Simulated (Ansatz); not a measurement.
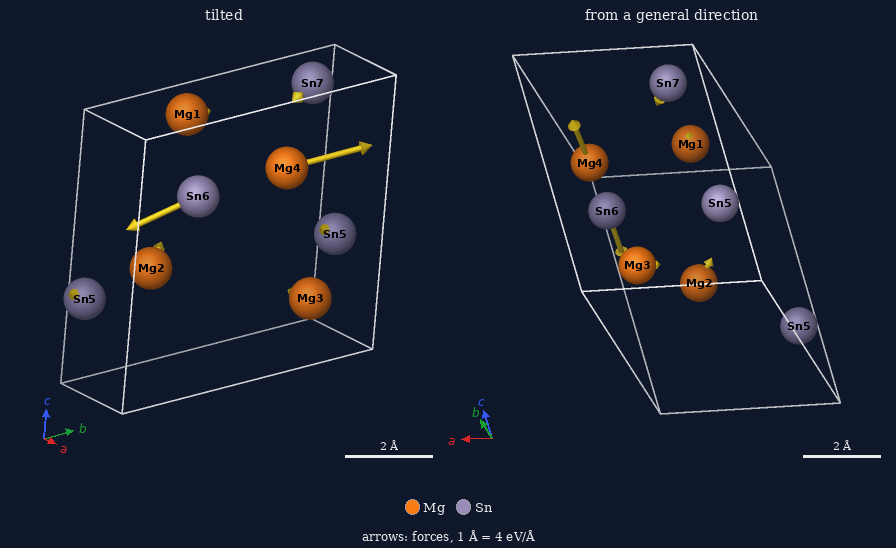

Crystal structure, spheres-only style, seen slightly off an axis and from a general direction. One simulation cell is framed, with atoms on its boundary repeated. The arrows are the computed forces on the atoms.

System: Mg₄Sn₃. Calculation details: Ansatz, DFT PBE, scalar-relativistic, plane waves, PAW; an energy cutoff of 420 eV, 8×6×6 k-mesh, Gaussian smearing of 0.1 eV, no spin polarisation.

> Are the atoms in equilibrium?

No. The atoms still feel forces of up to about 6.5 eV/Å, far above a usual threshold of 0.01 to 0.03 eV/Å.

The cell started as a structure listed in the Materials Project, with elements exchanged, so it need not be a known form of the compound. The cell was then strained or its atoms displaced on purpose. It went into a calculation with Ansatz.
